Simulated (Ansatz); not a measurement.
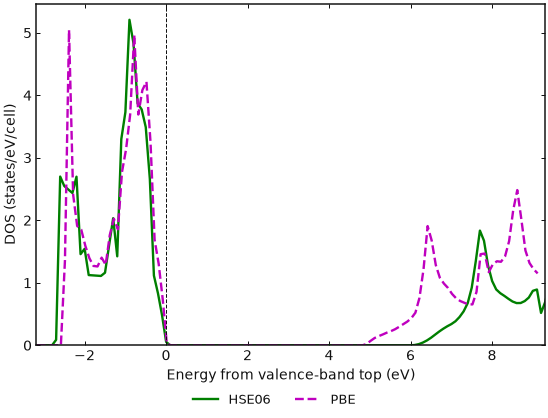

Total densities of states of LiCl, space group P4/mmm, 2 atoms in the cell, by two methods on the same cell. Each is counted from its own valence-band top.

Question: What changes from one method to the other?

Answer: HSE06 gives a gap of 6.01 eV and PBE gives a gap of 4.84 eV.

Settings. HSE06: DFT HSE06, scalar-relativistic, plane waves, PAW, no spin polarisation, 6×6×4 k mesh, 420 eV cutoff, Gaussian smearing of 0.02 eV (Ansatz). PBE: DFT PBE, scalar-relativistic, plane waves, PAW, no spin polarisation, 8×8×4 k mesh, 420 eV cutoff, Gaussian smearing of 0.02 eV (Ansatz 0.2.0).

The structure is an invented one, so it need not be a known or stable phase.
